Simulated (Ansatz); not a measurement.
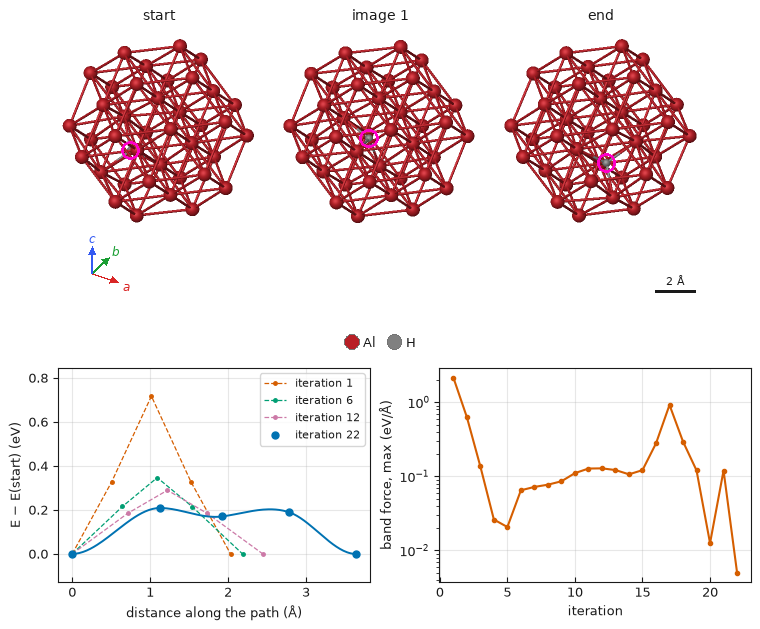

A search for the minimum-energy path of Al with an interstitial H (33 atoms in the cell) by the nudged elastic band. Images are numbered from 0 (start) to 4 (end). The plot follows the band through its iterations. A ball-and-stick model of the atoms within 5.2 Å of the middle of the path, seen from a free direction. The moving atom is ringed, with any periodic copies. Bonds to atoms that aren't drawn are left out.

All numbers below come from Ansatz 0.2.0, DFT PBE-D3(BJ), scalar-relativistic, plane waves, PAW. Run with plane-wave cutoff 420 eV; k-point mesh 2 × 2 × 2; Gaussian smearing 0.1 eV; 3 movable images; climbing image; force threshold 0.03 eV/Å; iteration limit 80; starting path by straight interpolation.

Question: Judge this run.

Answer: The run is converged, with reservations. The band converged in 22 iterations. The largest component of the band force went from 2.2 to 0.005 eV/Å. The climbing image converged on the top of the path. A check of its curvatures found one unstable direction (−0.6 eV/Å²), as a transition state must have. The first iteration put the highest image at 0.717 eV. The barrier is about 0.209 eV in both directions, with image 1 at the top; the ends have the same energy. The profile has 2 maxima (images 1, 3) with a dip at image 2 (+0.170 eV), so the process runs in steps.

Limits of the set-up: the k-point mesh is coarse for a cell with partly filled bands; the periodic images lie only 8.1 Å apart, so the values are limited by the cell's size.

The run took 14 min on 2 threads of Intel(R) Xeon(R) Platinum 8488C (Sapphire Rapids), on a shared host, peak memory 1.9 GiB.
